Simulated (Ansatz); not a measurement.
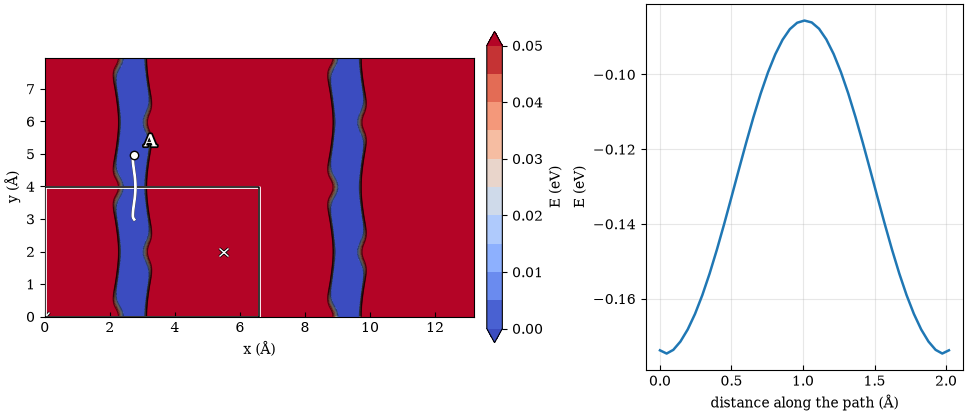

ZnSe (P4/nmm phase) with one H guest (9 atoms in the cell, cell charge +1). A guest moved over a lattice plane through the rigid host; the plane is (1 0 1) of the conventional cell, half-way across the widest gap between atomic layers, origin above Zn3. Places are given modulo a cell vector. The map is drawn in real space over the plane of the scan. Nothing is relaxed (host rigid, guest held in the plane). The grid has 6 × 6 points; 22 points were computed and 12 follow by symmetry. At 2 points there is no value (left out of the scan, as a rule where atoms come close). Energies: eV per cell, counted from the lowest grid point. The band gap closes in part of the range. The cell is charged on a uniform background, without a charge correction. Computed with DFT LDA, scalar-relativistic, plane waves, PAW in Ansatz. Settings: cutoff 420 eV, k-mesh 6×6×6, gaussian smearing 0.05 eV, no spin polarisation.

In the figure: filled contours, crosses at grid points without a value, a line along the lowest path, the outline of one cell of the 2 × 2 shown, one colour for all values above the top of the scale, the energy along the path at the right, the start A. Between grid points the surface is interpolated.

**Describe the path and its barrier.**

The easiest path leads from the well at about (0.42, 0.25) of the cell vectors to a well of about the same depth at about (0.42, 0.75) of the cell vectors. Its highest point lies about 0.088 eV above the bottom of the first well on the interpolated surface, at about (0.42, 0.00) of the cell vectors. This is the barrier on the constrained surface; relaxing the other coordinates would change it.

PAW datasets: the set soft_1.
